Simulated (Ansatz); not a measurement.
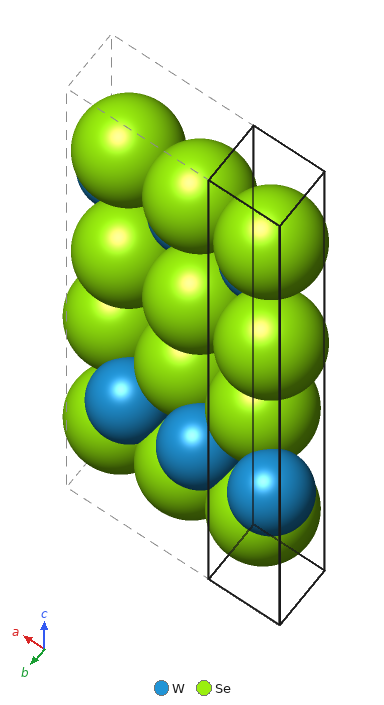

Shown here is a space-filling view of the crystal, taken from a general direction. Shown are 3×1×1 repeats of the unit cell, one of them outlined in solid lines.

WSe2, a = 3.30 Å, b = 3.34 Å, c = 13.15 Å, α = 90.00°, β = 90.00°, γ = 119.60°.

Calculation details: Ansatz 0.2.0, DFT, HSE06, plane waves, PAW; a kinetic-energy cutoff of 420 eV, the zone sampled with 6×6×2 points, no spin polarisation.

> What does the calculation say: metal or gapped?

A semiconductor at this level, with a gap of 1.49 eV, indirect; the smallest direct gap is 1.84 eV.

> How far is the cell from zero pressure?

The computed pressure is -2.2 GPa (stretched: it would shrink). The stress isn't hydrostatic: its largest component is 4.3 GPa.

The structure was taken from a structure listed in the Materials Project. The cell was then strained or its atoms displaced on purpose. It was run through Ansatz as a DFT input.
